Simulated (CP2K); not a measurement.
## A series of single points on HfC

System: HfC (Fm-3m, 2 atoms in the cell).
Method: Kohn-Sham DFT of a periodic cell, PBE, GTH-PBE with UZH-TZVP basis, no spin polarisation (CP2K 2026.2).

The 6 runs differ only in the geometry, by an even scaling of the cell at fixed fractional positions. The structure derives from an entry of the Crystallography Open Database.

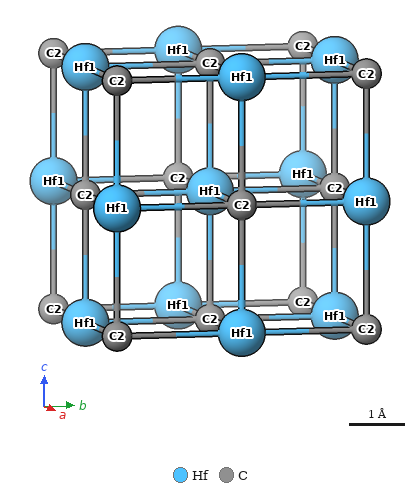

Figure 1. The structure of run 4 (ball-and-stick view of the cell 4 times as large as that of the calculation, set on its symmetry axes, seen slightly off an axis; atoms are numbered from 1 in the order of the input).

**Input of run 4**
```
&GLOBAL
  PROJECT hfc_eos
  RUN_TYPE ENERGY_FORCE
  PRINT_LEVEL LOW
&END GLOBAL
&FORCE_EVAL
  METHOD QS
  STRESS_TENSOR ANALYTICAL
  &DFT
    BASIS_SET_FILE_NAME BASIS_MOLOPT_UZH
    POTENTIAL_FILE_NAME POTENTIAL_UZH
    WFN_RESTART_FILE_NAME previous-RESTART.kp
    &MGRID
      CUTOFF 450
      REL_CUTOFF 60
      NGRIDS 5
    &END MGRID
    &QS
      METHOD GPW
      EPS_DEFAULT 1.0E-10
    &END QS
    &KPOINTS
      SCHEME MONKHORST-PACK 10 10 10
      GAMMA_CENTERED T
      SYMMETRY T
      SYMMETRY_BACKEND SPGLIB
    &END KPOINTS
    &SCF
      SCF_GUESS RESTART
      EPS_SCF 1.0E-6
      MAX_SCF 100
      ADDED_MOS 13
      CHOLESKY OFF
      EPS_EIGVAL 1.0E-7
      &DIAGONALIZATION ON
        ALGORITHM STANDARD
      &END DIAGONALIZATION
      &MIXING ON
        METHOD BROYDEN_MIXING
        ALPHA 0.4
        BETA 1.5
        NBUFFER 8
      &END MIXING
      &SMEAR ON
        METHOD FERMI_DIRAC
        ELECTRONIC_TEMPERATURE [K] 580.226
      &END SMEAR
    &END SCF
    &XC
      &XC_FUNCTIONAL PBE
      &END XC_FUNCTIONAL
    &END XC
    &PRINT
      &KPOINTS ON
      &END KPOINTS
      &MULLIKEN ON
      &END MULLIKEN
      &MO ON
        ENERGIES T
        OCCUPATION_NUMBERS T
        &EACH
          QS_SCF 0
        &END EACH
        ADD_LAST NUMERIC
      &END MO
    &END PRINT
  &END DFT
  &SUBSYS
    &CELL
      A 3.3098223097 0.0000000000 0.0000000000
      B 1.6549111549 2.8663902022 0.0000000000
      C 1.6549111549 0.9554634007 2.7024585993
      PERIODIC XYZ
    &END CELL
    &COORD
      SCALED
      Hf  0.5000000000 0.5000000000 0.5000000000
      C   0.0000000000 0.0000000000 0.0000000000
    &END COORD
    &KIND Hf
      BASIS_SET TZVP-MOLOPT-PBE-GTH-q12
      POTENTIAL GTH-PBE-q12
    &END KIND
    &KIND C
      BASIS_SET TZVP-MOLOPT-PBE-GTH-q4
      POTENTIAL GTH-PBE-q4
    &END KIND
    &PRINT
      &ATOMIC_COORDINATES ON
      &END ATOMIC_COORDINATES
      &CELL ON
      &END CELL
    &END PRINT
  &END SUBSYS
  &PRINT
    &FORCES ON
    &END FORCES
    &STRESS_TENSOR ON
    &END STRESS_TENSOR
  &END PRINT
&END FORCE_EVAL
```

Command:
```bash
OMP_NUM_THREADS=1 cp2k.psmp -i hfc_eos.inp -o hfc_eos.out
```

Lattice vectors (Å) and fractional positions of run 4:
```
   3.309822    0.000000    0.000000
   1.654911    2.866390    0.000000
   1.654911    0.955463    2.702459
Hf  0.500000  0.500000  0.500000
C   0.000000  0.000000  0.000000
```

Run 5 differs from it as follows:
```diff
-      A 3.3098223097 0.0000000000 0.0000000000
-      B 1.6549111549 2.8663902022 0.0000000000
-      C 1.6549111549 0.9554634007 2.7024585993
+      A 3.3313152646 0.0000000000 0.0000000000
+      B 1.6656576324 2.8850036472 0.0000000000
+      C 1.6656576324 0.9616678824 2.7200075235
```

**Results, with one run withheld**

| run | volume per atom (Å³) | free energy per atom, from the lowest run given (meV) | pressure (GPa) |
| --- | --- | --- | --- |
| 1 | 11.814 | 27.34 | 14.53 |
| 2 | 12.065 | 9.26 | 8.62 |
| 3 | 12.317 | 0.00 | 3.27 |
| 4 | 12.819 | 4.66 | −5.93 |
| 5 | 13.071 | ? | ? |
| 6 | 13.322 | 35.45 | −13.44 |

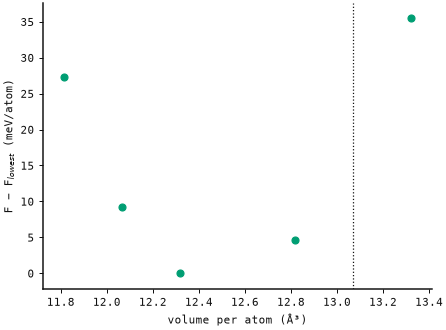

Figure 2. Free energy per atom of the runs given; the dotted line marks run 5.

Fit the runs given and predict run 5.

A cubic polynomial in V^(−2/3) (the Birch–Murnaghan form), fitted to the 5 runs given, misses them by at most 0.01 meV per atom. With x = V^(−2/3) − 0.18618 Å⁻², it reads F = −1.6051 + 423.95 x + 5.9889e+05 x² + 1.1359e+05 x³ (meV per atom). At run 5 it gives 17.14 meV per atom, and the run itself gives 17.11. The slope of the fit gives a pressure −dF/dV of −9.88 GPa there, and the run prints −9.87 GPa. The fit has its minimum at 12.484 Å³ per atom, where V d²F/dV² gives 236 GPa: the bulk modulus at this level, since symmetry fixes the shape and the positions.

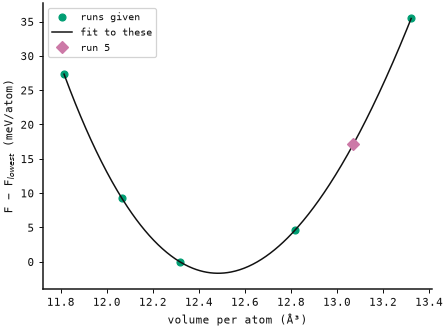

Figure 3. The fit and the withheld run.

**Some lines of the output (run 5)**
```
[...]
 CELL_REF| Volume [angstrom^3]:                                        26.141602
                        Smear method:                                FERMI_DIRAC
  Step     Update method      Time    Convergence         Total energy    Change
  Fermi energy:                                                 0.39494295451282
  Total energy:                                               -55.05800403805570
  Total energy (extrapolated to T->0):                        -55.05794851786599
 MO| E(Fermi):            0.394943 a.u.         10.746944 eV
 MO| Band gap:            0.261714 a.u.          7.121603 eV
 MO| Band gap:            0.188117 a.u.          5.118925 eV
 MO| Band gap:            0.156448 a.u.          4.257162 eV
 MO| Band gap:            0.235233 a.u.          6.401017 eV
 MO| Band gap:            0.260235 a.u.          7.081346 eV
 MO| Band gap:            0.208287 a.u.          5.667765 eV
 MO| Band gap:            0.145534 a.u.          3.960194 eV
```

Notes: Spin–orbit coupling is left out, which matters for Hf.
